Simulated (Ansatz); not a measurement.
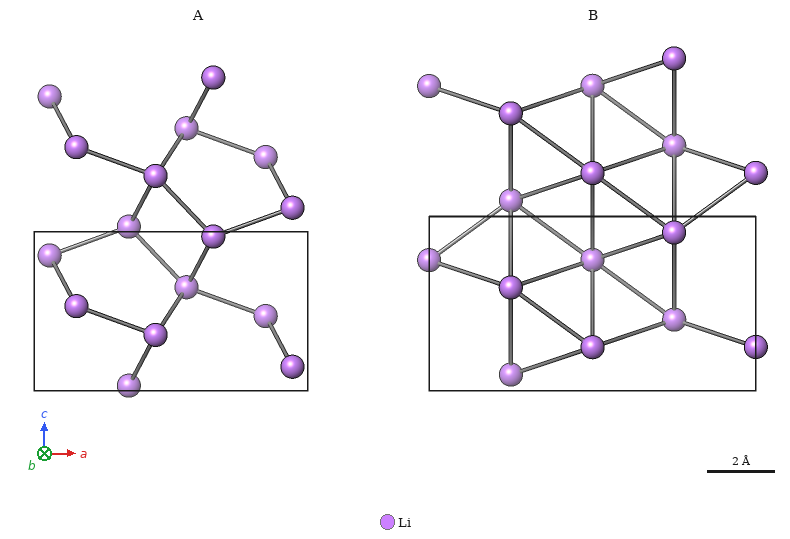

Two geometries of a crystal of Li (a generated structure, set up in Pnma), drawn at one scale. One is the start of a relaxation, the other its converged end. The picture is a ball-and-stick view of the cell of the calculation, repeated 1 × 1 × 2 with one cell outlined, seen along the b axis.

All numbers below come from Ansatz 0.2.0, DFT PBE, scalar-relativistic, plane waves, PAW. Settings: plane-wave cutoff 420 eV; k-point mesh 6 × 10 × 8; occupations gaussian; smearing width 0.1 eV; no spin polarisation; cell and atoms relaxed; force threshold 0.01 eV/Å; at most 80 steps.

### Which one is relaxed?

Structure B is the relaxed one. After 12 accepted moves (14 points after the start) the energy has fallen by 1.929 eV per cell of the calculation. The largest force component goes from 0.31 to 0.0094 eV/Å. The pressure goes from 2.01 to −0.01 GPa. The SCF was repeated twice at an unchanged geometry on a basis and grid sized afresh for the cell, which shifted the energy by 2.7 meV per cell of the calculation at most. The largest moves relative to the cell, 1.00 Å, are those of Li atoms. Cell: a 8.266 → 9.862 Å (+19.3 %), b 3.825 → 3.120 Å (−18.4 %), c 4.802 → 5.258 Å (+9.5 %). Volume +6.6 %. Near-neighbour distances that change, for instance: Li–Li 3.978 → 3.051 Å, Li–Li 3.878 → 3.034 Å, Li–Li 3.825 → 3.120 Å, Li–Li 2.527 → 3.047 Å. Among the angles between lasting bonds that change: Li–Li–Li 176.6° → 119.7°, Li–Li–Li 102.3° → 60.2°, Li–Li–Li 77.7° → 119.8°. The space group stays Pnma (No. 62). The run took 5.5 min on 1 thread of Arm Neoverse V1, with other jobs on the host, peak memory 0.58 GiB.
